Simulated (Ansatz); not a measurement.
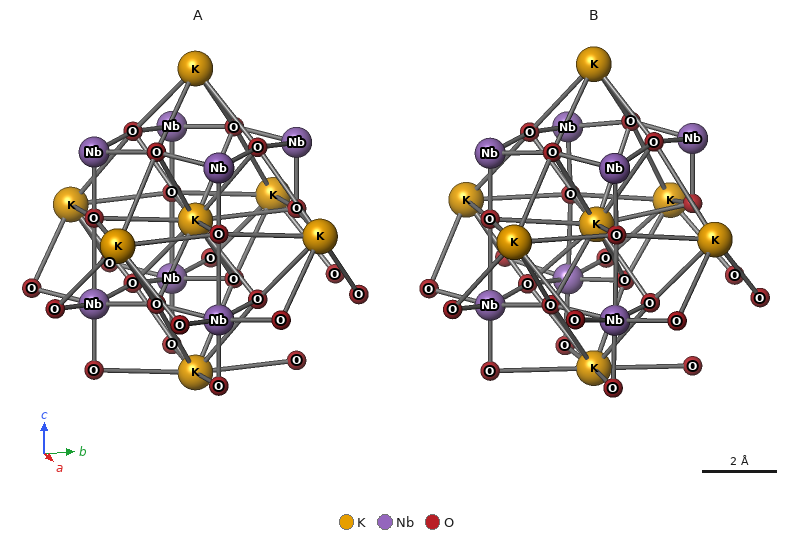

Two geometries of a defect cell of composition K8Nb7O24, drawn at one scale. One is the start of a relaxation, the other its converged end. Style: ball-and-stick. Shown: the atoms within 5.0 Å of the atom that moves most (axes of the conventional cell (2 times the calculation's cell)), slightly off an axis. Lengths and directions refer to the drawn axes.

These are results of Ansatz 0.2.0, DFT PBE, scalar-relativistic, plane waves, PAW, not measurements. Settings: plane-wave cutoff 420 eV; k-point mesh 2 × 2 × 2; occupations gaussian; smearing width 0.01 eV; collinear spin; atoms relaxed in a fixed cell; force threshold 0.025 eV/Å; at most 45 steps.

Which geometry has the lower energy?

Structure B is the relaxed one. Case: Nb vacancy (site a), charge +0, atoms relaxed at the host's cell. The largest moves, 0.18 Å, are those of K atoms. Largest moves by element: K 0.18 Å, O 0.18 Å, Nb 0.11 Å. The cell stays as it was. Near-neighbour distances that change, for instance: Nb–O 2.387 → 2.128 Å, Nb–O 2.008 → 1.829 Å, K–Nb 3.481 → 3.644 Å, K–O 3.011 → 2.851 Å. Bond angles that change, for instance: O–Nb–O 167.5° → 164.3°, O–Nb–O 83.8° → 81.4°. After 8 accepted moves (10 points after the start) the energy has fallen by 1.106 eV per cell of the calculation. The largest force component goes from 2.2 to 0.012 eV/Å. 2 steps only repeated the SCF at the same geometry.

Limits of the set-up: the k-point mesh is coarse for a cell with partly filled bands; the periodic images lie only 8.4 Å apart, so the values are limited by the cell's size.
